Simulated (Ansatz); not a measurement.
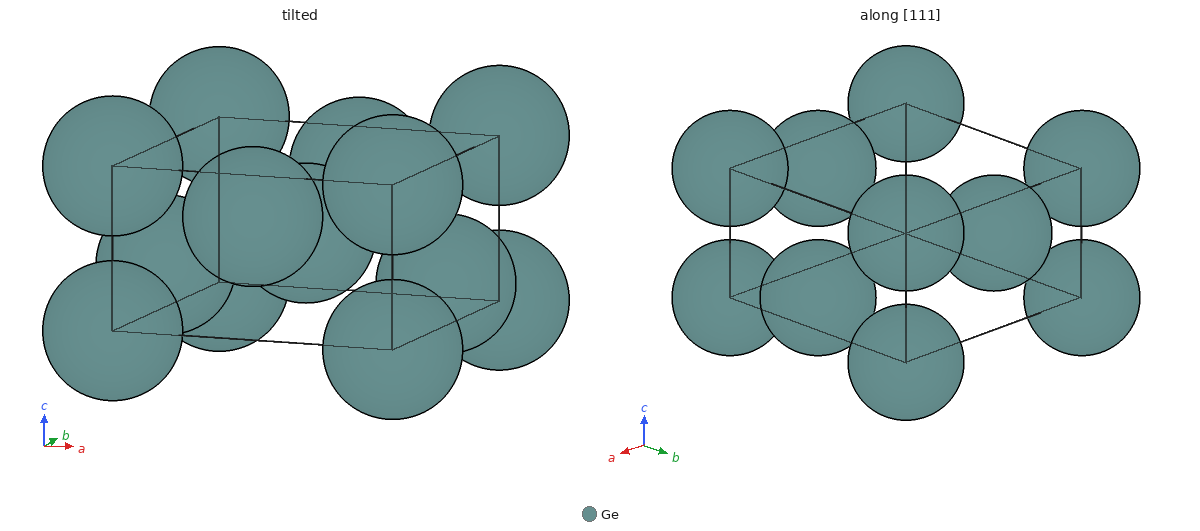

Structure drawing (space-filling), viewed slightly off an axis and along [111]. The conventional unit cell is outlined; an atom on or near a face, edge or corner is repeated at each equivalent position. Cell: a = 5.085 Å, b = 5.085 Å, c = 2.840 Å, α = 90.00°, β = 90.00°, γ = 90.00°.

Explain the picture.

- The element is germanium.
- It belongs to space group I4_1/amd (No. 141) and has a body-centred tetragonal lattice.
- Structure type: β-tin type.
- The cell holds four atoms.
- Ge is coordinated by six Ge at about 2.6 to 2.8 Å.

Starting structure: a structure listed in the Materials Project. A relaxation with Ansatz, DFT PBEsol, scalar-relativistic, plane waves, PAW gave the geometry drawn.
